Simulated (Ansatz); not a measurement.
## Geometry relaxation, with input and output: MoSi2

The run: geometry relaxation of MoSi2 (R-3m, 3 atoms in the cell). Method and program: DFT, r2SCAN+rVV10, plane waves, PAW, no spin polarisation (Ansatz 0.2.0).

The structure was built on a prototype by a generator. The geometry comes from this level: PBEsol. Figures and captions count atoms from 1; the log counts them from 0 in places.

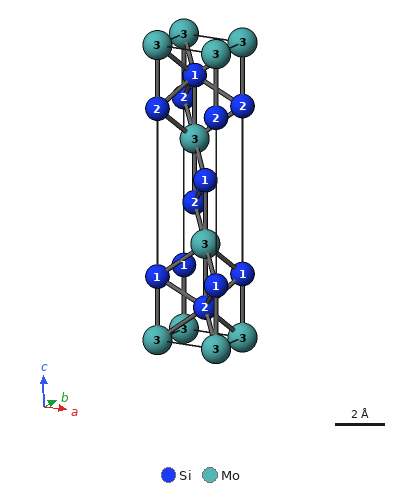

Figure 1. The structure as given in the input (ball-and-stick view of the cell 3 times as large as that of the calculation, set on its symmetry axes, seen slightly off an axis; atoms are numbered from 1 in the order of the input). An atom can appear more than once, as a periodic image.

### Input
```yaml
crystal:
  lattice:
    - [1.7955396489, 1.0366552981, 4.0981133701]
    - [-1.7955396489, 1.0366552981, 4.0981133701]
    - [0.0, -2.0733106008, 4.098113369]
  atoms:
    - { symbol: Si, position: [0.2154851573, 0.2154851573, 0.2154851573] }
    - { symbol: Si, position: [0.7845148427, 0.7845148427, 0.7845148427] }
    - { symbol: Mo, position: [0.0, 0.0, 0.0] }
kpoints:
  mp_grid: { grid: [8, 8, 8] }
hamiltonian:
  xc: r2scan
  dispersion: rvv10
scf:
  occupations: { method: fermi_dirac, width: 0.03 }
relax:
  f_tol: 0.01
  cell: {}
  max_steps: 120
```

Launched with:
```bash
ansatz run input.yaml --threads 2 --pin off --max-ram 2211MiB --backend cpu --events-out ev --progress --plain --runs-dir out
```

### Output
```
Engine: ansatz 0.2.0, aarch64-unknown-linux-gnu
Pseudopotentials: kind: paw
Pseudopotential: Si, paw, valence charge 4, recommended cutoff 500 eV (meta_gga), Si.paw.azcp
Pseudopotential: Mo, paw, valence charge 14, recommended cutoff 500 eV (meta_gga), Mo.paw.azcp
Functional definition: r2SCAN+rVV10
  parameter k0 = 0.174
  parameter k1 = 0.065
  parameter a1 = 4.9479
  exchange = r2scan_x(k0 = k0, k1 = k1, a1 = a1)
  correlation = r2scan_c + rvv10(11.95, 0.0093)
Crystal: 3 atoms, lattice volume = 45.768 Å³
Basis set: ecut = 500 eV, 1191 PW (Γ), exchange–correlation on 160×160×160 points (64 copies of the dense FFT grid, shifted against one another)
Bands: 15, of which v1, the nominal top of the filled ones, is band 11 counted from 1 (10 counted from 0)
Symmetry: 12 space group operations
Space group: R-3m (ITA 166), of the structure as read, at distance tolerance 3.6e-5 Å
k-points: 65 of 512
Non-local potential: Si, projectors of the file, l = 0: 2, l = 1: 2, l = 2: 2
Non-local potential: Mo, projectors of the file, l = 0: 3, l = 1: 2, l = 2: 2, l = 3: 1
PAW form: soft (Blöchl's): semilocal exchange-correlation on the pseudo side does not see the compensation charge
rVV10 density: all electrons in the spheres
PAW frozen core: Si, regenerated for the run's functional (the file was generated under x = pbe(κ = 0.804, μ = 0.2195149727645171), c = pbe(β = 0.06672455060314922))
PAW frozen core: Mo, regenerated for the run's functional (the file was generated under x = pbe(κ = 0.804, μ = 0.2195149727645171), c = pbe(β = 0.06672455060314922))
PAW one-centre angular grid: Si, 302 points (default); XC on 160 Gauss nodes
PAW one-centre angular grid: Mo, 590 points (default); XC on 160 Gauss nodes
Initial density: superposition of atomic densities (neutral atoms: chi_scale 0, normalization atom), corrected by the library's trained network
Initial wavefunctions: pseudopotential atomic-orbital guess
Functional: x = r2scan, c = r2scan + rvv10(b = 11.95, C = 0.0093); τ floored in thin density (d = 2e-4 eV/Å³)
SCF iter   1: F=—  HF=-6243.384560 eV  |F-HF|=—  |Δ(HF+E_count)|=         —  Δρ=8.06e-3  dr2=1.88e-2  dr2_τ=2.88e-2  ethr=1.77e-3  ⟨swp⟩=6.1  Hψ=5879  notcnv=0
preconditioner: auto → Kerker (q_TF=auto, 2.415 Å⁻¹)  [metal: Δε(μ)=0.035 eV  Ē_g=7.551 eV  σ=0.030 eV  W_gap=0.28  n_scr=14 (ndim 8)  ℏωp=20.5 eV  f_vac=0.000  D(μ)=1.79/eV (n_scr^D=14)]
SCF iter   2: F=—  HF=-6243.420888 eV  |F-HF|=—  |Δ(HF+E_count)|=   3.63e-2  Δρ=4.84e-3  dr2=7.67e-3  dr2_τ=1.64e-4  ethr=8.56e-5  ⟨swp⟩=2.0  Hψ=2211  notcnv=0
SCF iter   3: F=—  HF=-6243.421409 eV  |F-HF|=—  |Δ(HF+E_count)|=   5.21e-4  Δρ=1.09e-3  dr2=4.86e-4  dr2_τ=1.31e-4  ethr=3.48e-5  ⟨swp⟩=2.1  Hψ=1625  notcnv=0
SCF iter   4: F=—  HF=-6243.421436 eV  |F-HF|=—  |Δ(HF+E_count)|=   2.69e-5  Δρ=2.96e-4  dr2=3.70e-5  dr2_τ=5.79e-6  ethr=2.21e-6  ⟨swp⟩=2.3  Hψ=1619  notcnv=0
SCF iter   5: F=—  HF=-6243.421439 eV  |F-HF|=—  |Δ(HF+E_count)|=   2.52e-6  Δρ=8.10e-5  dr2=3.82e-6  dr2_τ=1.85e-7  ethr=1.68e-7  ⟨swp⟩=2.9  Hψ=1629  notcnv=0
SCF iter   6: F=—  HF=-6243.421440 eV  |F-HF|=—  |Δ(HF+E_count)|=   1.02e-6  Δρ=2.14e-5  dr2=3.21e-7  dr2_τ=3.50e-9  ethr=1.74e-8  ⟨swp⟩=2.7  Hψ=1515  notcnv=0
SCF iter   7: F=-6243.421440 eV  HF=-6243.421440 eV  |F-HF|=6.51e-10  |Δ(HF+E_count)|=   5.86e-8  Δρ=4.12e-6  dr2=1.13e-8  dr2_τ=1.31e-9  ethr=4.55e-10  ⟨swp⟩=5.0  Hψ=3448  notcnv=0
SCF 1 converged in 7 iterations: F = -6243.421440 eV  dr2 = 1.13e-8
  greatest PAW one-centre occupation: 0.996 electrons in one spin orbital (limit 2), on the Mo atom at site 2 (counted from 0), in its partial waves of l = 0
relax step   1: F+E_penalty+E_count = -6243.42143962 eV  Δ(F+E_penalty+E_count) = +0.000e0 eV  max|allowed force component| = 2.109e-1 eV/Å  Δτ_max = 0.0000 Å  P = +1.138 GPa  Ω = 45.768 Å³  (7 SCF iters, dr2 threshold 1.00e-7 eV, accepted)
Crystal: 3 atoms, lattice volume = 46.193 Å³
Basis set: ecut = 500 eV, 1203 PW (Γ), exchange–correlation on 160×160×160 points (64 copies of the dense FFT grid, shifted against one another)
rVV10 density: all electrons in the spheres
Initial density: handed on by an earlier stage of this run
Initial wavefunctions: those handed on with the density
iter 1 solved again at ethr=4.94e-6 eV; its pass at ethr=3.10e-3 eV (dr2=1.09e-3 eV) is discarded
SCF iter   1: F=—  HF=-6243.422854 eV  |F-HF|=—  |Δ(HF+E_count)|=         —  Δρ=1.09e-3  dr2=1.15e-3  dr2_τ=1.91e-3  ethr=4.94e-6  ⟨swp⟩=2.0  Hψ=6309  notcnv=0
preconditioner: auto → Kerker (q_TF=auto, 2.411 Å⁻¹)  [metal: Δε(μ)=0.001 eV  Ē_g=7.479 eV  σ=0.030 eV  W_gap=0.01  n_scr=14 (ndim 8)  ℏωp=20.4 eV  f_vac=0.000  D(μ)=1.67/eV (n_scr^D=14)]
SCF iter   2: F=—  HF=-6243.425139 eV  |F-HF|=—  |Δ(HF+E_count)|=   2.29e-3  Δρ=5.90e-4  dr2=1.99e-4  dr2_τ=1.36e-5  ethr=4.94e-6  ⟨swp⟩=2.4  Hψ=1610  notcnv=0
SCF iter   3: F=—  HF=-6243.425127 eV  |F-HF|=—  |Δ(HF+E_count)|=   1.20e-5  Δρ=2.53e-4  dr2=5.68e-5  dr2_τ=5.26e-6  ethr=9.03e-7  ⟨swp⟩=2.1  Hψ=1411  notcnv=0
SCF iter   4: F=—  HF=-6243.425122 eV  |F-HF|=—  |Δ(HF+E_count)|=   5.72e-6  Δρ=5.23e-5  dr2=2.29e-6  dr2_τ=4.29e-8  ethr=2.58e-7  ⟨swp⟩=2.3  Hψ=1388  notcnv=0
SCF iter   5: F=-6243.425122 eV  HF=-6243.425122 eV  |F-HF|=5.82e-8  |Δ(HF+E_count)|=   2.34e-7  Δρ=2.10e-5  dr2=2.42e-7  dr2_τ=7.96e-9  ethr=1.36e-9  ⟨swp⟩=5.0  Hψ=3659  notcnv=0
SCF 2 converged in 5 iterations: F = -6243.425122 eV  dr2 = 2.42e-7
relax step   2: F+E_penalty+E_count = -6243.42512206 eV  Δ(F+E_penalty+E_count) = -3.682e-3 eV  max|allowed force component| = 8.534e-2 eV/Å  Δτ_max = 0.0100 Å  P = -0.514 GPa  Ω = 46.193 Å³  energy of the carried Pulay correction = -8.320e-5 eV  (5 SCF iters, dr2 threshold 3.00e-7 eV, accepted)
Crystal: 3 atoms, lattice volume = 46.040 Å³
rVV10 density: all electrons in the spheres
iter 1 solved again at ethr=7.45e-6 eV; its pass at ethr=3.10e-3 eV (dr2=1.64e-3 eV) is discarded
SCF iter   1: F=—  HF=-6243.425843 eV  |F-HF|=—  |Δ(HF+E_count)|=         —  Δρ=1.29e-3  dr2=1.63e-3  dr2_τ=2.65e-4  ethr=7.45e-6  ⟨swp⟩=2.6  Hψ=6326  notcnv=0
preconditioner: auto → Kerker (q_TF=auto, 2.412 Å⁻¹)  [metal: Δε(μ)=0.036 eV  Ē_g=7.502 eV  σ=0.030 eV  W_gap=0.29  n_scr=14 (ndim 8)  ℏωp=20.5 eV  f_vac=0.000  D(μ)=1.63/eV (n_scr^D=14)]
SCF iter   2: F=—  HF=-6243.426111 eV  |F-HF|=—  |Δ(HF+E_count)|=   2.68e-4  Δρ=6.48e-4  dr2=2.93e-4  dr2_τ=2.84e-5  ethr=7.40e-6  ⟨swp⟩=2.6  Hψ=1469  notcnv=0
SCF iter   3: F=—  HF=-6243.426073 eV  |F-HF|=—  |Δ(HF+E_count)|=   3.78e-5  Δρ=2.37e-4  dr2=4.42e-5  dr2_τ=3.20e-6  ethr=1.33e-6  ⟨swp⟩=2.0  Hψ=1366  notcnv=0
SCF iter   4: F=—  HF=-6243.426067 eV  |F-HF|=—  |Δ(HF+E_count)|=   5.91e-6  Δρ=4.03e-5  dr2=7.68e-7  dr2_τ=2.69e-8  ethr=2.01e-7  ⟨swp⟩=2.1  Hψ=1383  notcnv=0
SCF iter   5: F=-6243.426068 eV  HF=-6243.426068 eV  |F-HF|=2.69e-8  |Δ(HF+E_count)|=   3.52e-7  Δρ=1.06e-5  dr2=4.74e-8  dr2_τ=9.75e-10  ethr=1.36e-9  ⟨swp⟩=4.9  Hψ=3564  notcnv=0
SCF 3 converged in 5 iterations: F = -6243.426068 eV  dr2 = 4.74e-8
relax step   3: F+E_penalty+E_count = -6243.42606774 eV  Δ(F+E_penalty+E_count) = -9.457e-4 eV  max|allowed force component| = 1.160e-2 eV/Å  Δτ_max = 0.0082 Å  P = -0.001 GPa  Ω = 46.040 Å³  energy of the carried Pulay correction = -5.327e-5 eV  (5 SCF iters, dr2 threshold 3.00e-7 eV, accepted)
Crystal: 3 atoms, lattice volume = 46.039 Å³
rVV10 density: all electrons in the spheres
iter 1 solved again at ethr=5.94e-8 eV; its pass at ethr=3.10e-3 eV (dr2=1.31e-5 eV) is discarded
SCF iter   1: F=—  HF=-6243.426078 eV  |F-HF|=—  |Δ(HF+E_count)|=         —  Δρ=1.11e-4  dr2=1.34e-5  dr2_τ=7.60e-7  ethr=5.94e-8  ⟨swp⟩=1.5  Hψ=5499  notcnv=0
preconditioner: auto → Kerker (q_TF=auto, 2.412 Å⁻¹)  [metal: Δε(μ)=0.044 eV  Ē_g=7.497 eV  σ=0.030 eV  W_gap=0.34  n_scr=14 (ndim 8)  ℏωp=20.5 eV  f_vac=0.000  D(μ)=1.63/eV (n_scr^D=14)]
SCF iter   2: F=—  HF=-6243.426077 eV  |F-HF|=—  |Δ(HF+E_count)|=   9.52e-7  Δρ=5.38e-5  dr2=2.21e-6  dr2_τ=2.09e-7  ethr=5.94e-8  ⟨swp⟩=2.1  Hψ=1331  notcnv=0
SCF iter   3: F=—  HF=-6243.426077 eV  |F-HF|=—  |Δ(HF+E_count)|=   4.21e-8  Δρ=2.06e-5  dr2=3.74e-7  dr2_τ=2.66e-8  ethr=1.00e-8  ⟨swp⟩=2.0  Hψ=1398  notcnv=0
SCF iter   4: F=-6243.426077 eV  HF=-6243.426077 eV  |F-HF|=8.31e-10  |Δ(HF+E_count)|=   6.45e-8  Δρ=3.04e-6  dr2=3.66e-9  dr2_τ=1.88e-10  ethr=3.82e-11  ⟨swp⟩=4.0  Hψ=4344  notcnv=0
SCF 4 converged in 4 iterations: F = -6243.426077 eV  dr2 = 3.66e-9
relax step   4: F+E_penalty+E_count = -6243.42607726 eV  Δ(F+E_penalty+E_count) = -9.511e-6 eV  max|allowed force component| = 1.776e-4 eV/Å  Δτ_max = 0.0008 Å  P = -0.002 GPa  Ω = 46.039 Å³  energy of the carried Pulay correction = -5.319e-5 eV  (4 SCF iters, dr2 threshold 8.41e-9 eV, accepted)
rVV10 density: all electrons in the spheres
Initial wavefunctions: pseudopotential atomic-orbital guess (no wavefunctions were taken with the density)
iter 1 solved again at ethr=2.85e-7 eV; its pass at ethr=3.10e-3 eV (dr2=6.28e-5 eV) is discarded
SCF iter   1: F=—  HF=-6243.426127 eV  |F-HF|=—  |Δ(HF+E_count)|=         —  Δρ=1.30e-5  dr2=1.12e-8  dr2_τ=7.67e-8  ethr=2.85e-7  ⟨swp⟩=3.3  Hψ=8639  notcnv=0
eigensolver tolerance schedule: the retry pair's looser diagonalisation over-reported the residual by 5582.60 of it (diagonalisation noise at 1.06 of the residual, at the tolerance the schedule requests for it); recorded, not acted on — ethr = c·dr2/N_el stays at c = 1.0e-1
preconditioner: auto → Kerker (q_TF=auto, 2.412 Å⁻¹)  [metal: Δε(μ)=0.043 eV  Ē_g=7.497 eV  σ=0.030 eV  W_gap=0.34  n_scr=14 (ndim 8)  ℏωp=20.5 eV  f_vac=0.000  D(μ)=1.63/eV (n_scr^D=14)]
SCF iter   2: F=—  HF=-6243.426128 eV  |F-HF|=—  |Δ(HF+E_count)|=   7.47e-7  Δρ=6.77e-6  dr2=3.54e-9  dr2_τ=3.07e-9  ethr=5.11e-11  ⟨swp⟩=2.9  Hψ=1960  notcnv=0
SCF iter   3: F=—  HF=-6243.426128 eV  |F-HF|=—  |Δ(HF+E_count)|=   1.59e-8  Δρ=7.01e-7  dr2=2.56e-10  dr2_τ=1.24e-10  ethr=1.61e-11  ⟨swp⟩=2.9  Hψ=1840  notcnv=0
SCF iter   4: F=—  HF=-6243.426128 eV  |F-HF|=—  |Δ(HF+E_count)|=  7.28e-12  Δρ=3.03e-7  dr2=5.56e-11  dr2_τ=5.75e-12  ethr=1.16e-12  ⟨swp⟩=2.8  Hψ=1598  notcnv=0
SCF iter   5: F=-6243.426128 eV  HF=-6243.426128 eV  |F-HF|=1.82e-12  |Δ(HF+E_count)|=  3.46e-11  Δρ=1.25e-7  dr2=4.10e-12  dr2_τ=1.36e-12  ethr=1.00e-12  ⟨swp⟩=6.0  Hψ=4305  notcnv=0
SCF 5 converged in 5 iterations: F = -6243.426128 eV  dr2 = 4.10e-12
relax step   5: F+E_penalty+E_count = -6243.42612782 eV  Δ(F+E_penalty+E_count) = -5.057e-5 eV  max|allowed force component| = 1.857e-4 eV/Å  Δτ_max = 0.0000 Å  P = -0.002 GPa  Ω = 46.039 Å³  stress off target by 3.12e-3 GPa  SCF on the basis re-selected at this cell (its energy is not comparable with the rows above)  (5 SCF iters)
```

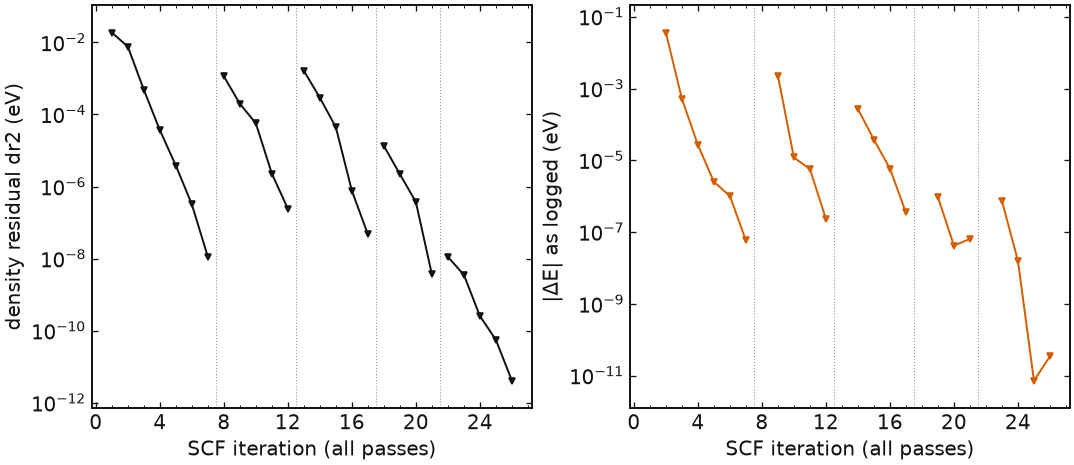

Figure 2. Convergence of the self-consistent field: density residual dr2 and size of the energy change against the SCF iteration. The dotted lines part the SCF passes of the relaxation: geometry steps, rejected trials and re-solves on a re-selected basis. The 5 passes take 4 to 7 iterations each, 26 in all.

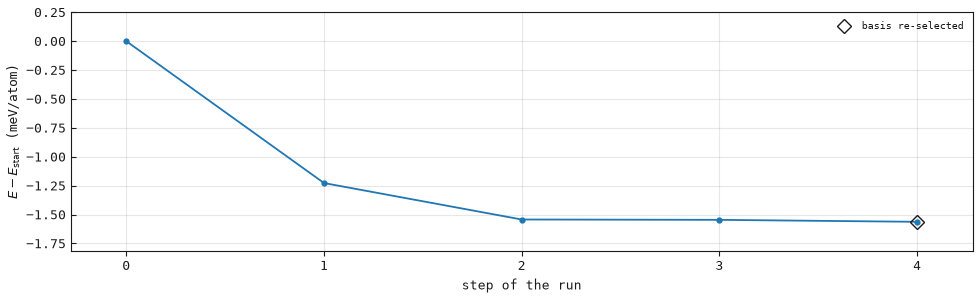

Figure 3. Progress of the relaxation, step by step (the first geometry is step 0 here and step 1 in the log).

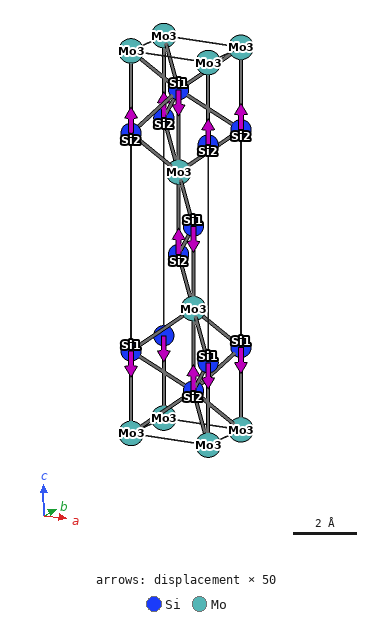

Figure 4. The starting structure with the displacements (without the part carried along by the change of the cell) as pink arrows, magnified 50 times (ball-and-stick view of the cell 3 times as large as that of the calculation, set on its symmetry axes, seen slightly off an axis). The largest moves relative to the cell, 0.017 Å, are those of Si1 and Si2. Mo stays in place. Cell: a = b 3.591 → 3.594 Å (+0.1 %), c 12.294 → 12.349 Å (+0.4 %). Volume +0.6 %. Among the contacts that change: Si1–Mo3 2.529 → 2.544 Å, Si1–Si2 2.396 → 2.382 Å. The space group stays R-3m (No. 166). The energy falls by 1.5 meV per atom in 3 geometry steps. Largest force component: 0.21 eV/Å at the start, 0.00019 eV/Å at the end. The pressure goes from 1.14 to 0.00 GPa. A last SCF at the same geometry on a re-selected plane-wave basis shifts the energy by next to nothing (0.0 meV per atom). (Atoms are counted from 1 in the order of the input.)

```
basis re-selected at this cell: Δ(F+E_penalty+E_count) = -5.057e-5 eV, ΔP = +0.000 GPa vs the last step (what re-selecting the basis moved, of the pressure what is left beyond the Pulay correction that the steps carried, after the strain that the cell walked since its last selection, with what the two solves' SCF thresholds leave and, on support functions, any second-order correction that the steps lacked; it is no measure of the basis error at this ecutwfc). This SCF's stress stands 3.12e-3 GPa from its target on what of the cell is left free (relax.cell.stress_tol is 5.00e-2 GPa) and its largest allowed force component is 1.86e-4 eV/Å (relax.f_tol is 1.00e-2 eV/Å): within both
SCF converged after 5 iterations
Free energy (F): -6243.426128 eV
Harris-Foulkes:  -6243.426128 eV  (|F-HF|=1.82e-12)
Internal energy: -6243.421019 eV  (E = F + TS)
E sigma→0 (E₀):  -6243.423574 eV
Entropy (-TS):   -0.005109 eV (-1.703 meV/atom)
Fermi energy:    13.836057 eV
--- Per-component energies (eV) ---
  E_band       = -114.641447
  E_kinetic    = 527.689955
  E_local      = -1278.940988  (includes V_loc(G=0)·N_el)
  E_nonlocal   = 192.482582
  E_hartree    = 466.215078
  E_xc         = -281.545079
  E_vxc        = -359.440453  (∫ρ·V_xc dr)
  E_paw        = -4256.692472  (= ΣΔE_a)
  E_vpaw       = -150.114236  (= ΣTr[D̂ρ^β])
  E_aug_tail   = 0.000008  (compensation charges beyond the density's cutoff)
  E_vtau       = 21.251492  (kinetic-family band-sum trace: ∫τ·v_τ [+ j·A + Jᵃ·Aᵃ] dr)
  E_ewald      = -1612.256034
  E_core_change = -0.374070  (= ΣΔE_core)
  E_smearing   = -0.005109  (= −TS)
  E_closure    = 0.000000  (closes the sum)
  Σ components = -6243.426128   (vs F -6243.426128, Δ=0.00e0)
--- Forces (eV/Å), atoms counted from 1 ---
  atom   1  Si    -0.00000000     0.00000000    -0.00018570
  atom   2  Si    -0.00000000    -0.00000000     0.00018570
  atom   3  Mo    -0.00000000    -0.00000000     0.00000000
  max |Σ_I F_I| component: 5.55e-17 eV/Å
--- Stress (GPa, compression-positive) ---
       -0.003116       0.000000       0.000000
        0.000000      -0.003116      -0.000000
        0.000000      -0.000000      -0.000071
  P = ⅓ Tr σ = -0.0021 GPa (-0.021 kbar)
--- Relaxed structure (4 steps of the walk, 4 accepted, 1 SCFs on fresh bases) ---
  F+E_penalty+E_count = -6243.42612782 eV   max|allowed force component| = 1.857e-4 eV/Å   (the final SCF, on the basis selected at the relaxed cell)
  cell:  # Å, volume = 46.0393 Å³
    - [1.796851339925188, 1.0374126033014837, 4.1163638640618085]
    - [-1.796851339925188, 1.0374126033014837, 4.1163638640618085]
    - [8.895626057194906e-34, -2.0748252110971572, 4.116363862929175]
  atoms:
    - { symbol: Si, position: [0.21407772123168944, 0.21407772123168944, 0.2140777212316894] }
    - { symbol: Si, position: [0.7859222787683107, 0.7859222787683107, 0.7859222787683106] }
    - { symbol: Mo, position: [2.1645209114461726e-29, 2.1645119729544978e-29, -4.3290721790779283e-29] }
```

### Trajectory as extended XYZ (Å, eV, eV/Å), 5 frames, from step=1 to step=5
```
3
Lattice="1.7955 1.0367 4.0981 -1.7955 1.0367 4.0981 0.0000 -2.0733 4.0981" Properties=species:S:1:pos:R:3:forces:R:3 step=1 energy=-6243.42144 pressure_GPa=1.14
Si    0.0000    0.0000    2.6492    0.0000   0.0000  -0.2109
Si    0.0000    0.0000    9.6451    0.0000   0.0000   0.2109
Mo    0.0000    0.0000    0.0000    0.0000   0.0000   0.0000
3
Lattice="1.8010 1.0398 4.1113 -1.8010 1.0398 4.1113 0.0000 -2.0796 4.1113" Properties=species:S:1:pos:R:3:forces:R:3 step=2 energy=-6243.42512 pressure_GPa=-0.51
Si    0.0000    0.0000    2.6477    0.0000   0.0000  -0.0853
Si    0.0000    0.0000    9.6861    0.0000   0.0000   0.0853
Mo    0.0000    0.0000    0.0000    0.0000   0.0000   0.0000
3
Lattice="1.7968 1.0374 4.1166 -1.7968 1.0374 4.1166 0.0000 -2.0748 4.1166" Properties=species:S:1:pos:R:3:forces:R:3 step=3 energy=-6243.42607 pressure_GPa=-0.00
Si    0.0000    0.0000    2.6430    0.0000   0.0000   0.0116
Si    0.0000    0.0000    9.7068    0.0000   0.0000  -0.0116
Mo    0.0000    0.0000    0.0000    0.0000   0.0000   0.0000
3
Lattice="1.7969 1.0374 4.1164 -1.7969 1.0374 4.1164 0.0000 -2.0748 4.1164" Properties=species:S:1:pos:R:3:forces:R:3 step=4 energy=-6243.42608 pressure_GPa=-0.00
Si    0.0000    0.0000    2.6437    0.0000   0.0000  -0.0002
Si    0.0000    0.0000    9.7054    0.0000   0.0000   0.0002
Mo    0.0000    0.0000    0.0000    0.0000   0.0000   0.0000
3
Lattice="1.7969 1.0374 4.1164 -1.7969 1.0374 4.1164 0.0000 -2.0748 4.1164" Properties=species:S:1:pos:R:3:forces:R:3 step=5 energy=-6243.42613 pressure_GPa=-0.00
Si    0.0000    0.0000    2.6437    0.0000   0.0000  -0.0002
Si    0.0000    0.0000    9.7054    0.0000   0.0000   0.0002
Mo    0.0000    0.0000    0.0000    0.0000   0.0000   0.0000
```

### Key numbers

- outcome: converged
- space group (tolerance 0.01 Å): R-3m (166)
- electrons treated: 22
- free energy: −6243.4261 eV
- Fermi energy: 13.836 eV
- pressure: 0.00 GPa
- final volume: 46.04 Å³
- largest force (length of the vector) at the end: under 0.001 eV/Å
- final cell: a = 4.610 Å, b = 4.610 Å, c = 4.610 Å, α = 45.88°, β = 45.88°, γ = 45.88°
- hardware: 2 threads of Arm Neoverse V1, 24 GiB of memory available, shared host
- wall time: 29 s (CPU time 56 s)
- peak memory: 0.68 GiB
